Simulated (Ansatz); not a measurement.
## Geometry relaxation of C (part 1 of 2)

- system: C (P6/mmm, 10 atoms in the cell)
- method: DFT LDA, scalar-relativistic, plane waves, PAW, no spin polarisation (Ansatz 0.2.0)

The structure derives from an entry of the Crystallography Open Database. Figures and captions count atoms from 1; the log counts them from 0 in places.

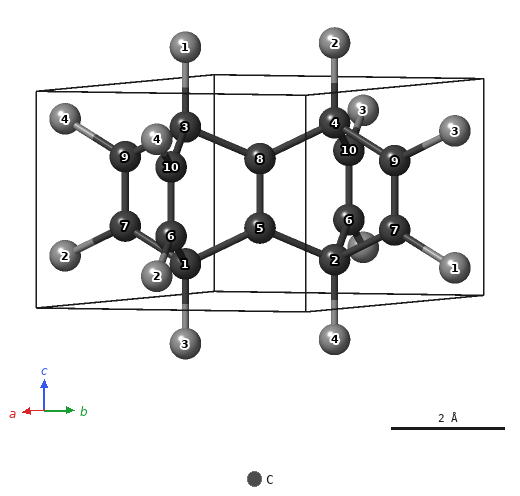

**Figure 1.** The structure as given in the input (ball-and-stick view of the cell of the calculation, seen at an oblique angle; neighbours outside the cell are drawn fainter; atoms are numbered from 1 in the order of the input). An atom can appear more than once, as a periodic image.

## Input file
```yaml
crystal:
  lattice:
    - [4.8899981707, 0.0, 0.0]
    - [-2.4449990854, 4.2348626403, 0.0]
    - [0.0, 0.0, 3.88]
  atoms:
    - { symbol: C, position: [0.6666666667, 0.3333333333, 0.184] }
    - { symbol: C, position: [0.3333333333, 0.6666666667, 0.184] }
    - { symbol: C, position: [0.6666666667, 0.3333333333, 0.816] }
    - { symbol: C, position: [0.3333333333, 0.6666666667, 0.816] }
    - { symbol: C, position: [0.5, 0.5, 0.34] }
    - { symbol: C, position: [0.0, 0.5, 0.34] }
    - { symbol: C, position: [0.5, 0.0, 0.34] }
    - { symbol: C, position: [0.5, 0.5, 0.66] }
    - { symbol: C, position: [0.5, 0.0, 0.66] }
    - { symbol: C, position: [0.0, 0.5, 0.66] }
basis:
  ecutwfc: 420
kpoints:
  mp_grid: { grid: [6, 6, 6] }
hamiltonian:
  xc: lda
scf:
  occupations: { method: gaussian, width: 0.1 }
output:
  forces: true
  stress: true
  eigenvalues: true
relax:
  adjacent_minimum: "off"
  f_tol: 0.05
  max_steps: 80
  cell: { stress_tol: 0.5 }
```

Machine: 2 threads of Arm Neoverse V2, 24 GiB of memory available, shared host.

Run as:
```bash
ansatz run input.yaml --threads 2 --pin off --max-ram 5120MiB --backend cpu --events-out ev --progress --plain --runs-dir out
```

## Log
```
Engine: ansatz 0.2.0, aarch64-unknown-linux-gnu
Pseudopotentials: kind: paw
Pseudopotential: C, paw, valence charge 4, recommended cutoff 420 eV (normal), C.paw.azcp
Functional definition: SPW92
  exchange = slater_x
  correlation = pw_c
Crystal: 10 atoms, lattice volume = 80.349 Å³
Basis set: ecut = 420 eV, 1603 PW (Γ)
Bands: 30, of which v1, the nominal top of the filled ones, is band 20 counted from 1 (19 counted from 0)
Symmetry: 24 space group operations
Space group: P6/mmm (ITA 191), of the structure as read, at distance tolerance 4.3e-5 Å
k-points: 28 of 216
Non-local potential: C, projectors of the file, l = 0: 2, l = 1: 2, l = 2: 1
PAW form: soft (Blöchl's): semilocal exchange-correlation on the pseudo side does not see the compensation charge
PAW frozen core: C, regenerated for the run's functional, and the local potential with it (the file was generated under x = pbe(κ = 0.804, μ = 0.2195149727645171), c = pbe(β = 0.06672455060314922))
PAW one-centre angular grid: C, 110 points (default); XC on 64 Gauss nodes
Initial density: superposition of atomic densities (neutral atoms: chi_scale 0, normalization atom), corrected by the library's trained network
Initial wavefunctions: pseudopotential atomic-orbital guess
Functional: x = slater, c = lda
SCF iter   1: F=—  HF=-2423.202281 eV  |F-HF|=—  |Δ(HF+E_count)|=         —  Δρ=1.68e-2  dr2=2.49e-1  ethr=1.77e-3  ⟨swp⟩=6.3  Hψ=4013  notcnv=0  defer=21
preconditioner: auto → Resta (q_TF=auto, 2.429 Å⁻¹)  ε∞=4.0  [insulator: Δε(μ)=0.612 eV  Ē_g=15.247 eV  σ=0.100 eV  W_gap=1.00  n_scr=20 (ndim 8)  ℏωp=26.2 eV  f_vac=0.111  D(μ)=0.00/eV (n_scr^D=0)  ε∞_Penn≈4.0]
SCF iter   2: F=—  HF=-2423.132350 eV  |F-HF|=—  |Δ(HF+E_count)|=   6.99e-2  Δρ=8.47e-3  dr2=5.25e-2  ethr=6.24e-4  ⟨swp⟩=2.3  Hψ=1414  notcnv=0  defer=95
SCF iter   3: F=—  HF=-2423.118744 eV  |F-HF|=—  |Δ(HF+E_count)|=   1.36e-2  Δρ=1.82e-3  dr2=4.39e-3  ethr=1.31e-4  ⟨swp⟩=2.1  Hψ=1082  notcnv=0  defer=95
SCF iter   4: F=—  HF=-2423.119466 eV  |F-HF|=—  |Δ(HF+E_count)|=   7.22e-4  Δρ=6.03e-4  dr2=7.70e-4  ethr=1.10e-5  ⟨swp⟩=2.1  Hψ=1218  notcnv=0  defer=95
SCF iter   5: F=—  HF=-2423.119974 eV  |F-HF|=—  |Δ(HF+E_count)|=   5.08e-4  Δρ=1.41e-4  dr2=2.31e-5  ethr=1.93e-6  ⟨swp⟩=2.6  Hψ=1247  notcnv=0  defer=95
SCF iter   6: F=—  HF=-2423.120001 eV  |F-HF|=—  |Δ(HF+E_count)|=   2.78e-5  Δρ=1.56e-5  dr2=1.66e-7  ethr=5.77e-8  ⟨swp⟩=2.2  Hψ=1241  notcnv=0  defer=98
SCF iter   7: F=-2423.120002 eV  HF=-2423.120002 eV  |F-HF|=1.47e-8  |Δ(HF+E_count)|=   5.15e-7  Δρ=2.69e-6  dr2=4.97e-9  ethr=2.50e-10  ⟨swp⟩=11.1  Hψ=4240  notcnv=0
SCF 1 converged in 7 iterations: F = -2423.120002 eV  dr2 = 4.97e-9
  greatest PAW one-centre occupation: 0.684 electrons in one spin orbital (limit 2), on the C atom at site 9 (counted from 0), in its partial waves of l = 0
relax step   1: F+E_penalty+E_count = -2423.12000201 eV  Δ(F+E_penalty+E_count) = +0.000e0 eV  max|allowed force component| = 4.710e0 eV/Å  Δτ_max = 0.0000 Å  P = +20.201 GPa  Ω = 80.349 Å³  (7 SCF iters, dr2 threshold 1.00e-7 eV, accepted)
Crystal: 10 atoms, lattice volume = 81.356 Å³
Basis set: ecut = 420 eV, 1585 PW (Γ)
Initial density: handed on by an earlier stage of this run
Initial wavefunctions: those handed on with the density
iter 1 solved again at ethr=5.46e-4 eV; its pass at ethr=3.10e-3 eV (dr2=2.19e-1 eV) is discarded
SCF iter   1: F=—  HF=-2424.571528 eV  |F-HF|=—  |Δ(HF+E_count)|=         —  Δρ=1.94e-2  dr2=2.20e-1  ethr=5.46e-4  ⟨swp⟩=2.1  Hψ=5203  notcnv=0
preconditioner: auto → Resta (q_TF=auto, 2.424 Å⁻¹)  ε∞=4.0  [insulator: Δε(μ)=0.145 eV  Ē_g=14.971 eV  σ=0.100 eV  W_gap=0.58  n_scr=20 (ndim 8)  ℏωp=26.0 eV  f_vac=0.130  D(μ)=0.78/eV (n_scr^D=0)  ε∞_Penn≈4.0]
SCF iter   2: F=—  HF=-2424.498332 eV  |F-HF|=—  |Δ(HF+E_count)|=   7.32e-2  Δρ=8.88e-3  dr2=3.86e-2  ethr=5.46e-4  ⟨swp⟩=2.5  Hψ=1485  notcnv=0
preconditioner: auto → Kerker (q_TF=auto, 2.424 Å⁻¹)  [metal: Δε(μ)=0.089 eV  Ē_g=15.017 eV  σ=0.100 eV  W_gap=0.44  n_scr=20 (ndim 8)  ℏωp=26.0 eV  f_vac=0.129  D(μ)=0.58/eV (n_scr^D=0)]
SCF iter   3: F=—  HF=-2424.481949 eV  |F-HF|=—  |Δ(HF+E_count)|=   1.64e-2  Δρ=1.13e-3  dr2=8.41e-4  ethr=9.64e-5  ⟨swp⟩=2.0  Hψ=1329  notcnv=0
SCF iter   4: F=—  HF=-2424.481664 eV  |F-HF|=—  |Δ(HF+E_count)|=   2.85e-4  Δρ=2.77e-4  dr2=1.43e-4  ethr=2.10e-6  ⟨swp⟩=2.2  Hψ=1303  notcnv=0
SCF iter   5: F=—  HF=-2424.481623 eV  |F-HF|=—  |Δ(HF+E_count)|=   4.09e-5  Δρ=1.07e-4  dr2=2.42e-5  ethr=3.57e-7  ⟨swp⟩=2.6  Hψ=1382  notcnv=0
SCF iter   6: F=—  HF=-2424.481625 eV  |F-HF|=—  |Δ(HF+E_count)|=   1.92e-6  Δρ=3.70e-5  dr2=1.44e-6  ethr=6.05e-8  ⟨swp⟩=2.9  Hψ=1386  notcnv=0
SCF iter   7: F=-2424.481627 eV  HF=-2424.481627 eV  |F-HF|=1.04e-7  |Δ(HF+E_count)|=   1.73e-6  Δρ=8.68e-6  dr2=7.28e-8  ethr=2.50e-9  ⟨swp⟩=6.7  Hψ=3755  notcnv=0
SCF 2 converged in 7 iterations: F = -2424.481627 eV  dr2 = 7.28e-8
  greatest PAW one-centre occupation: 0.671 electrons in one spin orbital (limit 2), on the C atom at site 9 (counted from 0), in its partial waves of l = 0
relax step   2: F+E_penalty+E_count = -2424.48162698 eV  Δ(F+E_penalty+E_count) = -1.362e0 eV  max|allowed force component| = 1.280e0 eV/Å  Δτ_max = 0.0107 Å  P = +4.308 GPa  Ω = 81.356 Å³  energy of the carried Pulay correction = -5.477e-3 eV  (7 SCF iters, dr2 threshold 1.00e-6 eV, accepted)
Crystal: 10 atoms, lattice volume = 81.589 Å³
Basis set: ecut = 420 eV, 1579 PW (Γ)
iter 1 solved again at ethr=4.64e-5 eV; its pass at ethr=3.10e-3 eV (dr2=1.86e-2 eV) is discarded
SCF iter   1: F=—  HF=-2424.586817 eV  |F-HF|=—  |Δ(HF+E_count)|=         —  Δρ=5.52e-3  dr2=1.78e-2  ethr=4.64e-5  ⟨swp⟩=1.9  Hψ=4605  notcnv=0
preconditioner: auto → Resta (q_TF=auto, 2.423 Å⁻¹)  ε∞=4.0  [insulator: Δε(μ)=0.117 eV  Ē_g=14.988 eV  σ=0.100 eV  W_gap=0.55  n_scr=20 (ndim 8)  ℏωp=26.0 eV  f_vac=0.127  D(μ)=0.92/eV (n_scr^D=0)  ε∞_Penn≈4.0]
SCF iter   2: F=—  HF=-2424.580798 eV  |F-HF|=—  |Δ(HF+E_count)|=   6.02e-3  Δρ=2.57e-3  dr2=3.40e-3  ethr=4.44e-5  ⟨swp⟩=2.3  Hψ=1336  notcnv=0
SCF iter   3: F=—  HF=-2424.579271 eV  |F-HF|=—  |Δ(HF+E_count)|=   1.53e-3  Δρ=2.74e-4  dr2=4.87e-5  ethr=8.50e-6  ⟨swp⟩=2.1  Hψ=1313  notcnv=0
SCF iter   4: F=—  HF=-2424.579258 eV  |F-HF|=—  |Δ(HF+E_count)|=   1.29e-5  Δρ=7.22e-5  dr2=5.88e-6  ethr=1.22e-7  ⟨swp⟩=2.0  Hψ=1364  notcnv=0
SCF iter   5: F=-2424.579260 eV  HF=-2424.579259 eV  |F-HF|=3.34e-7  |Δ(HF+E_count)|=   9.49e-7  Δρ=1.62e-5  dr2=4.40e-7  ethr=2.50e-9  ⟨swp⟩=7.6  Hψ=4129  notcnv=0
SCF 3 converged in 5 iterations: F = -2424.579260 eV  dr2 = 4.40e-7
  greatest PAW one-centre occupation: 0.668 electrons in one spin orbital (limit 2), on the C atom at site 9 (counted from 0), in its partial waves of l = 0
relax step   3: F+E_penalty+E_count = -2424.57925972 eV  Δ(F+E_penalty+E_count) = -9.763e-2 eV  max|allowed force component| = 5.858e-1 eV/Å  Δτ_max = 0.0025 Å  P = +0.764 GPa  Ω = 81.589 Å³  energy of the carried Pulay correction = -6.733e-3 eV  (5 SCF iters, dr2 threshold 1.00e-6 eV, accepted)
Crystal: 10 atoms, lattice volume = 81.642 Å³
iter 1 solved again at ethr=1.18e-5 eV; its pass at ethr=3.10e-3 eV (dr2=4.72e-3 eV) is discarded
SCF iter   1: F=—  HF=-2424.591064 eV  |F-HF|=—  |Δ(HF+E_count)|=         —  Δρ=3.30e-3  dr2=5.05e-3  ethr=1.18e-5  ⟨swp⟩=2.0  Hψ=4086  notcnv=0
preconditioner: auto → Resta (q_TF=auto, 2.422 Å⁻¹)  ε∞=4.0  [insulator: Δε(μ)=0.125 eV  Ē_g=15.018 eV  σ=0.100 eV  W_gap=0.57  n_scr=20 (ndim 8)  ℏωp=26.0 eV  f_vac=0.126  D(μ)=0.90/eV (n_scr^D=0)  ε∞_Penn≈4.0]
SCF iter   2: F=—  HF=-2424.589426 eV  |F-HF|=—  |Δ(HF+E_count)|=   1.64e-3  Δρ=1.61e-3  dr2=1.11e-3  ethr=1.18e-5  ⟨swp⟩=2.2  Hψ=1156  notcnv=0
SCF iter   3: F=—  HF=-2424.588979 eV  |F-HF|=—  |Δ(HF+E_count)|=   4.47e-4  Δρ=1.27e-4  dr2=1.01e-5  ethr=2.77e-6  ⟨swp⟩=2.0  Hψ=1270  notcnv=0
SCF iter   4: F=—  HF=-2424.588977 eV  |F-HF|=—  |Δ(HF+E_count)|=   1.50e-6  Δρ=3.71e-5  dr2=1.58e-6  ethr=2.50e-9  ⟨swp⟩=8.4  Hψ=4499  notcnv=0
SCF iter   5: F=-2424.588978 eV  HF=-2424.588977 eV  |F-HF|=4.05e-8  |Δ(HF+E_count)|=   2.01e-8  Δρ=9.16e-6  dr2=1.04e-7  ethr=2.50e-9  ⟨swp⟩=5.0  Hψ=3243  notcnv=0
SCF 4 converged in 5 iterations: F = -2424.588978 eV  dr2 = 1.04e-7
  greatest PAW one-centre occupation: 0.667 electrons in one spin orbital (limit 2), on the C atom at site 9 (counted from 0), in its partial waves of l = 0
relax step   4: F+E_penalty+E_count = -2424.58897753 eV  Δ(F+E_penalty+E_count) = -9.718e-3 eV  max|allowed force component| = 3.243e-1 eV/Å  Δτ_max = 0.0104 Å  P = +0.251 GPa  Ω = 81.642 Å³  energy of the carried Pulay correction = -7.019e-3 eV  (5 SCF iters, dr2 threshold 1.00e-6 eV, accepted)
Crystal: 10 atoms, lattice volume = 81.635 Å³
iter 1 solved again at ethr=6.48e-6 eV; its pass at ethr=3.10e-3 eV (dr2=2.59e-3 eV) is discarded
SCF iter   1: F=—  HF=-2424.592640 eV  |F-HF|=—  |Δ(HF+E_count)|=         —  Δρ=1.72e-3  dr2=2.51e-3  ethr=6.48e-6  ⟨swp⟩=1.9  Hψ=3611  notcnv=0
preconditioner: auto → LDOS  [metal: Δε(μ)=0.076 eV  Ē_g=15.001 eV  σ=0.100 eV  W_gap=0.39  n_scr=20 (ndim 8)  ℏωp=26.0 eV  f_vac=0.125  D(μ)=1.11/eV (n_scr^D=8)  β→1.0]
SCF iter   2: F=—  HF=-2424.592852 eV  |F-HF|=—  |Δ(HF+E_count)|=   2.12e-4  Δρ=1.54e-3  dr2=3.25e-3  ethr=6.26e-6  ⟨swp⟩=2.8  Hψ=1659  notcnv=0
preconditioner: auto → Resta (q_TF=auto, 2.422 Å⁻¹)  ε∞=4.0  [insulator: Δε(μ)=0.108 eV  Ē_g=15.009 eV  σ=0.100 eV  W_gap=0.51  n_scr=20 (ndim 8)  ℏωp=26.0 eV  f_vac=0.125  D(μ)=0.97/eV (n_scr^D=0)  ε∞_Penn≈4.0  β→0.5]
SCF iter   3: F=—  HF=-2424.591827 eV  |F-HF|=—  |Δ(HF+E_count)|=   1.02e-3  Δρ=2.62e-4  dr2=3.52e-5  ethr=6.26e-6  ⟨swp⟩=2.0  Hψ=1231  notcnv=0
SCF iter   4: F=—  HF=-2424.591826 eV  |F-HF|=—  |Δ(HF+E_count)|=   1.60e-6  Δρ=3.72e-5  dr2=1.57e-6  ethr=8.81e-8  ⟨swp⟩=2.2  Hψ=1385  notcnv=0
SCF iter   5: F=-2424.591826 eV  HF=-2424.591825 eV  |F-HF|=8.48e-8  |Δ(HF+E_count)|=   7.14e-8  Δρ=1.22e-5  dr2=2.35e-7  ethr=2.50e-9  ⟨swp⟩=6.5  Hψ=3847  notcnv=0
SCF 5 converged in 5 iterations: F = -2424.591826 eV  dr2 = 2.35e-7
relax step   5: F+E_penalty+E_count = -2424.59182552 eV  Δ(F+E_penalty+E_count) = -2.848e-3 eV  max|allowed force component| = 8.385e-2 eV/Å  Δτ_max = 0.0046 Å  P = -0.151 GPa  Ω = 81.635 Å³  energy of the carried Pulay correction = -6.982e-3 eV  (5 SCF iters, dr2 threshold 1.00e-6 eV, accepted)
Crystal: 10 atoms, lattice volume = 81.612 Å³
iter 1 solved again at ethr=4.68e-7 eV; its pass at ethr=3.10e-3 eV (dr2=1.87e-4 eV) is discarded
SCF iter   1: F=—  HF=-2424.592271 eV  |F-HF|=—  |Δ(HF+E_count)|=         —  Δρ=4.34e-4  dr2=1.79e-4  ethr=4.68e-7  ⟨swp⟩=2.0  Hψ=3563  notcnv=0
preconditioner: auto → Resta (q_TF=auto, 2.423 Å⁻¹)  ε∞=4.0  [insulator: Δε(μ)=0.108 eV  Ē_g=15.012 eV  σ=0.100 eV  W_gap=0.51  n_scr=20 (ndim 8)  ℏωp=26.0 eV  f_vac=0.125  D(μ)=0.97/eV (n_scr^D=0)  ε∞_Penn≈4.0]
SCF iter   2: F=—  HF=-2424.592218 eV  |F-HF|=—  |Δ(HF+E_count)|=   5.34e-5  Δρ=1.73e-4  dr2=1.98e-5  ethr=4.47e-7  ⟨swp⟩=2.2  Hψ=1208  notcnv=0
SCF iter   3: F=—  HF=-2424.592211 eV  |F-HF|=—  |Δ(HF+E_count)|=   6.51e-6  Δρ=3.32e-5  dr2=7.35e-7  ethr=4.94e-8  ⟨swp⟩=2.2  Hψ=1281  notcnv=0
SCF iter   4: F=-2424.592211 eV  HF=-2424.592211 eV  |F-HF|=1.02e-8  |Δ(HF+E_count)|=   1.89e-7  Δρ=7.76e-6  dr2=9.98e-8  ethr=1.10e-9  ⟨swp⟩=5.9  Hψ=3677  notcnv=0
SCF 6 converged in 4 iterations: F = -2424.592211 eV  dr2 = 9.98e-8
relax step   6: F+E_penalty+E_count = -2424.59221092 eV  Δ(F+E_penalty+E_count) = -3.854e-4 eV  max|allowed force component| = 2.999e-3 eV/Å  Δτ_max = 0.0008 Å  P = +0.024 GPa  Ω = 81.612 Å³  energy of the carried Pulay correction = -6.855e-3 eV  (4 SCF iters, dr2 threshold 4.39e-7 eV, accepted)
Initial wavefunctions: pseudopotential atomic-orbital guess (no wavefunctions were taken with the density)
iter 1 solved again at ethr=1.94e-7 eV; its pass at ethr=3.10e-3 eV (dr2=7.77e-5 eV) is discarded
SCF iter   1: F=—  HF=-2424.608682 eV  |F-HF|=—  |Δ(HF+E_count)|=         —  Δρ=5.46e-4  dr2=2.71e-5  ethr=1.94e-7  ⟨swp⟩=3.1  Hψ=6329  notcnv=0
preconditioner: auto → Kerker (q_TF=auto, 2.423 Å⁻¹)  [metal: Δε(μ)=0.102 eV  Ē_g=15.010 eV  σ=0.100 eV  W_gap=0.49  n_scr=20 (ndim 8)  ℏωp=26.0 eV  f_vac=0.124  D(μ)=0.99/eV (n_scr^D=0)]
SCF iter   2: F=—  HF=-2424.608703 eV  |F-HF|=—  |Δ(HF+E_count)|=   2.13e-5  Δρ=2.91e-4  dr2=7.78e-6  ethr=6.78e-8  ⟨swp⟩=1.0  Hψ=840  notcnv=0
SCF iter   3: F=—  HF=-2424.608715 eV  |F-HF|=—  |Δ(HF+E_count)|=   1.23e-5  Δρ=7.61e-6  dr2=2.20e-8  ethr=1.95e-8  ⟨swp⟩=2.0  Hψ=1331  notcnv=0
SCF iter   4: F=-2424.608715 eV  HF=-2424.608715 eV  |F-HF|=2.27e-9  |Δ(HF+E_count)|=  7.43e-10  Δρ=2.57e-6  dr2=5.06e-9  ethr=2.50e-11  ⟨swp⟩=7.4  Hψ=3251  notcnv=0
SCF 7 converged in 4 iterations: F = -2424.608715 eV  dr2 = 5.06e-9
  greatest PAW one-centre occupation: 0.667 electrons in one spin orbital (limit 2), on the C atom at site 7 (counted from 0), in its partial waves of l = 0
relax step   7: F+E_penalty+E_count = -2424.60871513 eV  Δ(F+E_penalty+E_count) = -1.650e-2 eV  max|allowed force component| = 1.420e-2 eV/Å  Δτ_max = 0.0000 Å  P = +0.204 GPa  Ω = 81.612 Å³  stress off target by 7.32e-1 GPa  SCF on the basis re-selected at this cell (its energy is not comparable with the rows above)  (4 SCF iters)
basis re-selected at this cell: Δ(F+E_penalty+E_count) = -1.650e-2 eV, ΔP = +0.180 GPa vs the last step (what re-selecting the basis moved, of the pressure what is left beyond the Pulay correction that the steps carried, after the strain that the cell walked since its last selection, with what the two solves' SCF thresholds leave and, on support functions, any second-order correction that the steps lacked; it is no measure of the basis error at this ecutwfc). The dense FFT grid was sized anew with the basis: this SCF ran on 32×32×30 points, the steps before it on 36×36×27, so part of this shift can come from that change (see relax.cell in the input reference). This SCF's stress stands 7.32e-1 GPa from its target on what of the cell is left free (relax.cell.stress_tol is 5.00e-1 GPa) and its largest allowed force component is 1.42e-2 eV/Å (relax.f_tol is 5.00e-2 eV/Å): not within both, so this SCF does not close the relaxation
iter 1 solved again at ethr=5.94e-8 eV; its pass at ethr=3.10e-3 eV (dr2=2.37e-5 eV) is discarded
SCF iter   1: F=—  HF=-2424.608757 eV  |F-HF|=—  |Δ(HF+E_count)|=         —  Δρ=2.07e-4  dr2=2.39e-5  ethr=5.94e-8  ⟨swp⟩=2.6  Hψ=4010  notcnv=0
preconditioner: auto → Kerker (q_TF=auto, 2.422 Å⁻¹)  [metal: Δε(μ)=0.102 eV  Ē_g=15.006 eV  σ=0.100 eV  W_gap=0.49  n_scr=20 (ndim 8)  ℏωp=26.0 eV  f_vac=0.125  D(μ)=0.99/eV (n_scr^D=0)]
SCF iter   2: F=—  HF=-2424.608751 eV  |F-HF|=—  |Δ(HF+E_count)|=   6.36e-6  Δρ=1.12e-4  dr2=7.10e-6  ethr=5.94e-8  ⟨swp⟩=1.5  Hψ=991  notcnv=0
SCF iter   3: F=-2424.608748 eV  HF=-2424.608748 eV  |F-HF|=9.90e-8  |Δ(HF+E_count)|=   2.84e-6  Δρ=1.33e-5  dr2=2.60e-7  ethr=2.50e-9  ⟨swp⟩=5.3  Hψ=4075  notcnv=0
SCF 8 converged in 3 iterations: F = -2424.608748 eV  dr2 = 2.60e-7
relax step   8: F+E_penalty+E_count = -2424.60874790 eV  Δ(F+E_penalty+E_count) = -3.277e-5 eV  max|allowed force component| = 1.702e-3 eV/Å  Δτ_max = 0.0004 Å  P = +0.059 GPa  Ω = 81.642 Å³  energy of the carried Pulay correction = -1.320e-4 eV  (3 SCF iters, dr2 threshold 1.00e-6 eV, accepted)
iter 1 solved again at ethr=1.43e-7 eV; its pass at ethr=3.10e-3 eV (dr2=5.72e-5 eV) is discarded
SCF iter   1: F=—  HF=-2424.608885 eV  |F-HF|=—  |Δ(HF+E_count)|=         —  Δρ=1.46e-5  dr2=2.68e-7  ethr=1.43e-7  ⟨swp⟩=3.2  Hψ=6358  notcnv=0
preconditioner: auto → Kerker (q_TF=auto, 2.422 Å⁻¹)  [metal: Δε(μ)=0.103 eV  Ē_g=15.007 eV  σ=0.100 eV  W_gap=0.50  n_scr=20 (ndim 8)  ℏωp=26.0 eV  f_vac=0.125  D(μ)=0.99/eV (n_scr^D=0)]
SCF iter   2: F=—  HF=-2424.608887 eV  |F-HF|=—  |Δ(HF+E_count)|=   1.97e-6  Δρ=8.96e-6  dr2=1.37e-7  ethr=6.71e-10  ⟨swp⟩=2.1  Hψ=1303  notcnv=0
SCF iter   3: F=—  HF=-2424.608887 eV  |F-HF|=—  |Δ(HF+E_count)|=   1.93e-8  Δρ=3.08e-6  dr2=2.55e-8  ethr=3.44e-10  ⟨swp⟩=2.0  Hψ=1329  notcnv=0
SCF iter   4: F=-2424.608887 eV  HF=-2424.608887 eV  |F-HF|=3.31e-9  |Δ(HF+E_count)|=   4.15e-9  Δρ=1.29e-6  dr2=2.00e-9  ethr=2.50e-11  ⟨swp⟩=6.5  Hψ=3134  notcnv=0
SCF 9 converged in 4 iterations: F = -2424.608887 eV  dr2 = 2.00e-9
  greatest PAW one-centre occupation: 0.667 electrons in one spin orbital (limit 2), on the C atom at site 8 (counted from 0), in its partial waves of l = 0
relax step   9: F+E_penalty+E_count = -2424.60888682 eV  Δ(F+E_penalty+E_count) = -1.389e-4 eV  max|allowed force component| = 1.734e-3 eV/Å  Δτ_max = 0.0000 Å  P = +0.057 GPa  Ω = 81.642 Å³  stress off target by 1.34e-1 GPa  SCF on the basis re-selected at this cell (its energy is not comparable with the rows above)  (4 SCF iters)
```

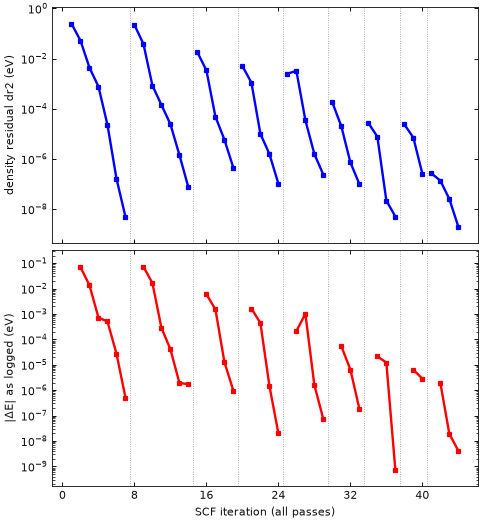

**Figure 2.** Convergence of the self-consistent field: density residual dr2 and size of the energy change against the SCF iteration. The dotted lines part the SCF passes of the relaxation: geometry steps, rejected trials and re-solves on a re-selected basis. The 9 passes take 3 to 7 iterations each, 44 in all.
